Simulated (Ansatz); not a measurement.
Given this structure:

```xyz
8
Lattice="5.6749 0.0000 0.0000 0.0000 5.6749 0.0000 0.2408 0.2408 5.6749" Properties=species:S:1:pos:R:3 pbc="T T T"
Ge    4.4357    1.5682    4.2886
Ge    0.1492    2.9566    2.8651
Ge    1.4779    1.4478    1.4512
Ge    1.5982    4.4056    4.2886
Ge    2.8663    2.8362    0.0277
Ge    2.9866    5.7940    2.8651
Ge    4.3153    4.2852    1.4512
Ge    0.0288    5.6736    0.0277
```

### Interpret the file: composition, symmetry and coordination.

The element is germanium. Strictly the space group is C2/m (No. 12, within 0.01 Å). It is a distorted form of a face-centred cubic structure, space group Fd-3m (No. 227) within 0.45 Å: diamond. The cell holds eight atoms. Around each Ge lie four Ge in a tetrahedral arrangement at 2.43 to 2.50 Å. The bonds build a three-dimensional framework.

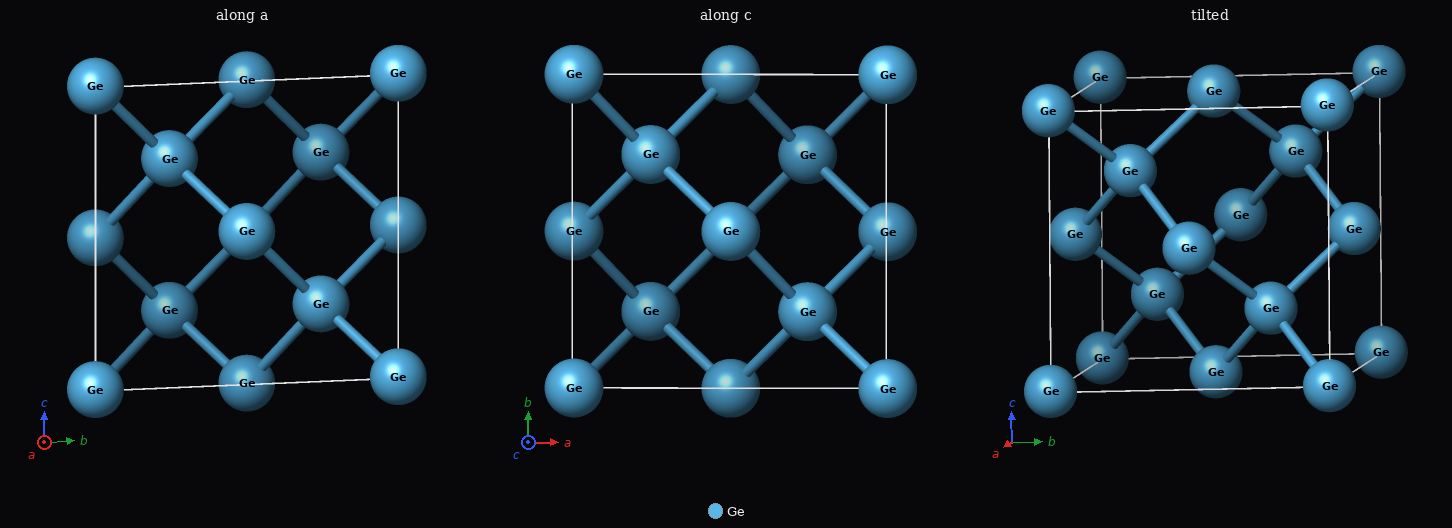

Crystal structure, ball-and-stick style, seen along the a axis, along the c axis and slightly off an axis. Thin lines show the drawn cell (a repeat of the simulation cell), with boundary atoms drawn in all their periodic places.

Provenance: a structure listed in the Materials Project. The cell was then strained or its atoms displaced on purpose. The atoms were relaxed in a fixed cell with DFT r2SCAN, scalar-relativistic, plane waves, PAW (Ansatz).
